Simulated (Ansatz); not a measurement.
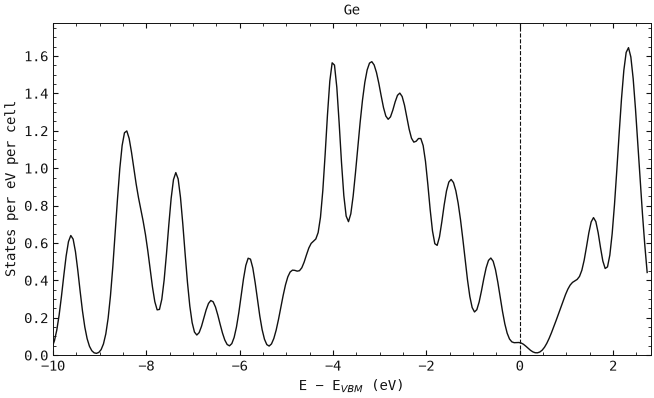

Density of states. Energies are counted from the top of the valence band. The curve is built from the levels of the k mesh with Gaussians 0.4 eV wide, which also blur the band edges.

The material is Ge, space group Fd-3m (No. 227), 2 atoms in the cell, diamond type; a = 4.01 Å, b = 4.01 Å, c = 4.01 Å, α = 60.00°, β = 60.00°, γ = 60.00°.

Method: DFT, HSE06, plane waves, PAW, no spin polarisation, 6×6×6 k mesh, Fermi-Dirac smearing of 0.02 eV (Ansatz 0.2.0).

Q: Is there a gap at the Fermi level, and how wide?

A: There is a gap; over the k points computed it is 0.78 eV (direct among those points).
